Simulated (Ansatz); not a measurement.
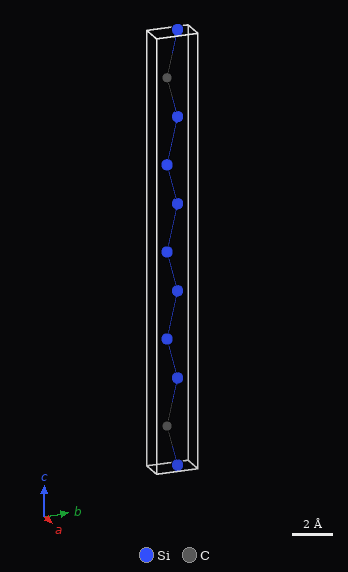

This is the input geometry for a relaxation of solid Si$_{4}$C (a generated structure, set up in P-6m2) (coarse preliminary run). A ball-and-stick model of the cell of the calculation, seen slightly off an axis.

Level of theory: DFT PBE, scalar-relativistic, plane waves, PAW in Ansatz 0.2.0.

Input
```yaml
crystal:
  lattice:
    - [2.7564211, 0.0, 0.0]
    - [-1.37821055, 2.38713069, 0.0]
    - [0.0, 0.0, 22.37049985]
  atoms:
    - { symbol: Si, position: [0.33333333, 0.66666667, 0.0] }
    - { symbol: Si, position: [0.33333333, 0.66666667, 0.2] }
    - { symbol: Si, position: [0.33333333, 0.66666667, 0.4] }
    - { symbol: Si, position: [0.33333333, 0.66666667, 0.6] }
    - { symbol: Si, position: [0.33333333, 0.66666667, 0.8] }
    - { symbol: Si, position: [0.66666667, 0.33333333, 0.3] }
    - { symbol: Si, position: [0.66666667, 0.33333333, 0.5] }
    - { symbol: Si, position: [0.66666667, 0.33333333, 0.7] }
    - { symbol: C, position: [0.66666667, 0.33333333, 0.1] }
    - { symbol: C, position: [0.66666667, 0.33333333, 0.9] }
basis:
  ecutwfc: 420
kpoints:
  mp_grid: { grid: [6, 6, 1] }
hamiltonian:
  xc: pbe
scf:
  occupations: { method: gaussian, width: 0.1 }
  lower_state_search: "off"
output:
  forces: true
  stress: true
  eigenvalues: true
relax:
  adjacent_minimum: "off"
  f_tol: 0.04
  max_steps: 70
  cell: { stress_tol: 0.4 }
```

Command:
```bash
ansatz run input.yaml --threads 1 --pin off --max-ram 2560MiB --backend cpu --events-out ev --progress --plain --runs-dir out
```

> Where does the relaxation end?

The largest moves relative to the cell, 0.91 Å, are those of Si2 and Si5. Si5 goes along +c. Largest moves by element: Si 0.91 Å, C 0.16 Å. Cell: a = b 2.756 → 2.938 Å (+6.6 %), c 22.370 → 17.034 Å (−23.9 %). Volume −13.5 %. Some distances before and after: Si1–Si2 4.474 → 2.494 Å, Si2–C9 2.745 → 1.945 Å, Si1–C10 2.745 → 2.292 Å, Si1–Si1 2.756 → 2.938 Å. Bond angles that change, for instance: Si6–Si3–Si7 109.1° → 98.2°, Si3–Si7–Si4 109.1° → 98.9°, Si3–Si6–Si3 60.3° → 69.7°. The space group stays P-6m2 (No. 187). The energy falls by 814 meV per atom in 17 accepted moves (19 points after the start). The largest force component goes from 1.5 to 0.013 eV/Å. Pressure: −9.63 GPa at the start and 0.05 GPa at the end. At 2 points the geometry stayed and the basis and grid were re-selected for the new cell (energy shift of 0.8 meV per atom at most each time).

Final geometry:

```
CELL_PARAMETERS angstrom
2.93773 0.00000 0.00000
-1.46887 2.54415 0.00000
0.00000 0.00000 17.03407
ATOMIC_POSITIONS crystal
Si 0.33333 0.66667 0.00000
Si 0.33333 0.66667 0.14640
Si 0.33333 0.66667 0.38361
Si 0.33333 0.66667 0.61639
Si 0.33333 0.66667 0.85360
Si 0.66667 0.33333 0.27010
Si 0.66667 0.33333 0.50000
Si 0.66667 0.33333 0.72990
C 0.66667 0.33333 0.09050
C 0.66667 0.33333 0.90950
```

After the run, drawn alike:

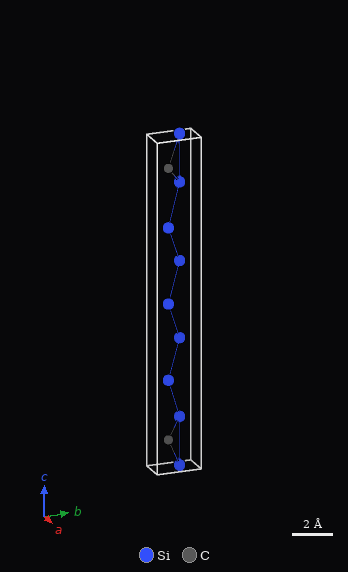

Limits of the set-up: the k-point mesh is coarse for a cell with partly filled bands.
